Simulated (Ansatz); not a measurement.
Run report: AlNi, single-point calculation (part 1 of 3)

AlNi (Cmmm, 2 atoms in the cell), computed with DFT r2SCAN, scalar-relativistic, plane waves, PAW, spin-polarised (Ansatz 0.2.0).

The structure derives from a Materials Project entry.

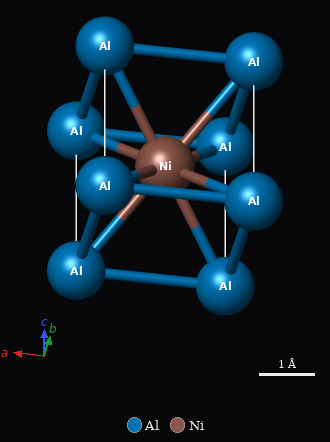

*The input geometry (ball-and-stick view of the cell of the calculation, seen at an oblique angle). An atom can appear more than once, as a periodic image.*

Near neighbours in the periodic cell (some may lie outside the picture): Al has 4 Al at 2.75 Å and 8 Ni at 2.48 to 2.49 Å; Ni has 8 Al at 2.48 to 2.49 Å and 4 Ni at 2.75 Å.

Key numbers:

- outcome: converged
- space group (tolerance 0.01 Å): Cmmm (65)
- electrons treated: 21
- free energy: −6387.0172 eV
- Fermi energy: 14.325 eV
- gap on the k-point mesh: none (metallic)
- net moment of the cell: 0.00 μB
- integrated absolute moment: 0.00 μB
- pressure: 0.49 GPa
- largest force (length of the vector): under 0.001 eV/Å
- hardware: 2 threads of Intel Xeon @ 2.70GHz, 189 GiB of memory available, shared host
- wall time: 18 s (CPU time 32 s)
- peak memory: 0.41 GiB

The electronic state found may not be the lowest one. Warnings of the run: some starting moments were not kept; the state was not tested for a lower one.

The input:
```yaml
crystal:
  lattice:
    - [1.938694, -1.95319015, 0.0]
    - [1.938694, 1.95319015, 0.0]
    - [0.0, 0.0, 3.0994300413]
  atoms:
    - { symbol: Al, position: [0.0, 0.0, 0.0] }
    - { symbol: Ni, position: [0.5, 0.5, 0.5], spin: 2.0 }
basis:
  ecutwfc: 500
kpoints:
  mp_grid: { grid: [6, 6, 6] }
hamiltonian:
  xc: r2scan
scf:
  occupations: { method: gaussian, width: 0.1 }
  lower_state_search: "off"
output:
  forces: true
  stress: true
  eigenvalues: true
  populations: true
magnetization:
  spin_polarized: true
```

Launched with:
```bash
ansatz run input.yaml --threads 2 --pin off --max-ram 5120MiB --backend cpu --events-out ev --progress --plain --runs-dir out
```

Log:
```
Engine: ansatz 0.2.0, x86_64-unknown-linux-gnu
Pseudopotentials: kind: paw
Pseudopotential: Al, paw, valence charge 3, recommended cutoff 500 eV (meta_gga), Al.paw.azcp
Pseudopotential: Ni, paw, valence charge 18, recommended cutoff 500 eV (meta_gga), Ni.paw.azcp
Functional definition: r2SCAN
  parameter k0 = 0.174
  parameter k1 = 0.065
  parameter a1 = 4.9479
  exchange = r2scan_x(k0 = k0, k1 = k1, a1 = a1)
  correlation = r2scan_c
Crystal: 2 atoms, lattice volume = 23.473 Å³
Basis set: ecut = 500 eV, 587 PW (Γ), exchange–correlation on 96×96×96 points (64 copies of the dense FFT grid, shifted against one another)
Bands: 16, of which v1, the nominal top of the filled ones, is band 11 counted from 1 (10 counted from 0)
Symmetry: 8 space group operations
Space group: Cmmm (ITA 65), of the structure as read, at distance tolerance 2.9e-5 Å
Magnetic group: BNS 65.481 (UNI 579), of the structure as read, at distance tolerance 2.9e-5 Å
k-points: 52 of 216
Non-local potential: Al, projectors of the file, l = 0: 2, l = 1: 2, l = 2: 1
Non-local potential: Ni, projectors of the file, l = 0: 3, l = 1: 2, l = 2: 3, l = 3: 1
PAW form: soft (Blöchl's): semilocal exchange-correlation on the pseudo side does not see the compensation charge
PAW frozen core: Al, regenerated for the run's functional (the file was generated under x = pbe(κ = 0.804, μ = 0.2195149727645171), c = pbe(β = 0.06672455060314922))
PAW frozen core: Ni, regenerated for the run's functional (the file was generated under x = pbe(κ = 0.804, μ = 0.2195149727645171), c = pbe(β = 0.06672455060314922))
PAW one-centre angular grid: Al, 302 points (default); XC on 160 Gauss nodes
PAW one-centre angular grid: Ni, 590 points (default); XC on 160 Gauss nodes
Initial density: superposition of atomic densities (chi_scale 0.1, normalization cell)
Starting moments: Σ|m| = 2 μB on 1 of 2 sites
Initial wavefunctions: pseudopotential atomic-orbital guess
Functional: x = r2scan, c = r2scan; τ floored in thin density (d = 2e-4 eV/Å³)
```
